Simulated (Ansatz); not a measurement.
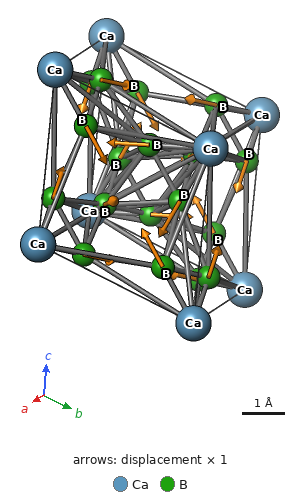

This is a relaxation of solid CaB₁₂ (a generated structure, set up in Im-3m) (coarse preliminary run). The starting structure is drawn; orange arrows show the displacements (the part carried along by the change of the cell is left out), at their true length.

Style: ball-and-stick. Shown: the cell of the calculation, slightly off an axis.

Method: DFT PBE, scalar-relativistic, plane waves, PAW (Ansatz). (plane-wave cutoff 420 eV; k-point mesh 6 × 6 × 6; occupations gaussian; smearing width 0.1 eV; no spin polarisation; cell and atoms relaxed; force threshold 0.04 eV/Å; at most 70 steps)

**Which element moves most?**

Boron: up to 1.10 Å, against 0.00 Å for calcium.

**What happened in the run?**

After 12 accepted moves (15 points after the start) the energy has fallen by 5397 meV per atom. Largest force component: 13 eV/Å at the start, 0.00098 eV/Å at the end. The pressure goes from 356.26 to −0.08 GPa. The line search rejected the trial step at point 10 of the run. The SCF was repeated twice at an unchanged geometry on a basis and grid sized afresh for the cell, which shifted the energy by 63.7 meV per atom at most. The largest moves relative to the cell, 1.10 Å, are those of B atoms. Ca stays in place. The drawn cell changes as follows: a = b = c 4.300 → 5.242 Å (+21.9 %); the volume changes by +81.2 %. Near-neighbour distances that change, for instance: B–B 2.199 → 4.232 Å, B–Ca 1.555 → 2.993 Å, B–B 1.555 → 2.993 Å, B–B 2.766 → 1.821 Å. Bonds break: B–B (1.56 → 2.99 Å). Among the angles between lasting bonds that change: B–B–B 106.8° → 166.4°, Ca–B–B 126.6° → 83.2°, B–B–B 88.8° → 62.1°. The space group stays Im-3m (No. 229). The run took 40 s on 1 thread of Intel(R) Xeon(R) Platinum 8488C (Sapphire Rapids), with other jobs on the host, peak memory 0.45 GiB.
